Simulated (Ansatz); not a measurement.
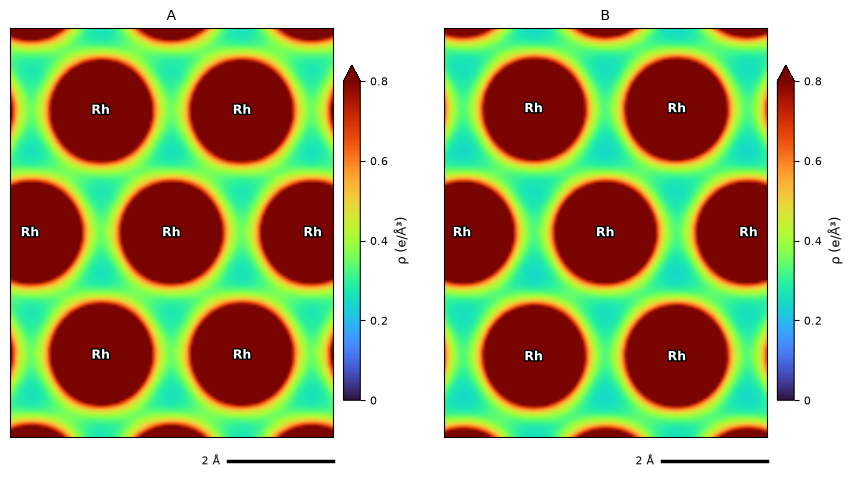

Rh. The valence pseudo-density of two cells that differ in size, on the (001) plane of each (indices in the axes of the calculation cell), at one length scale and on one colour scale: B has 14.3 Å³ an atom and A 13.8.

The calculation used DFT, r2SCAN, plane waves (500 eV) with PAW, scalar-relativistic in Ansatz.

Core electrons are frozen (PAW), and the valence fields are smoothed inside the atomic spheres.

The larger cell:

```
Rh
1.0
    -1.84064    1.51156    1.34823
     1.51156   -1.84064    1.34823
     3.40600    3.40600   -1.95095
Rh
2
Direct
  0.95840 0.04160 0.00000
  0.79160 0.20840 0.50000
```

The smaller cell: a = 2.701 Å, b = 2.701 Å, c = 5.129 Å, α = 105.29°, β = 105.29°, γ = 120.01°.

Question: What changes from the larger cell to the smaller?

Answer: From the larger cell to the smaller, Rh–Rh goes from 2.74 to 2.70 Å, and the density at its midpoint from 0.33 to 0.35 e/Å³.
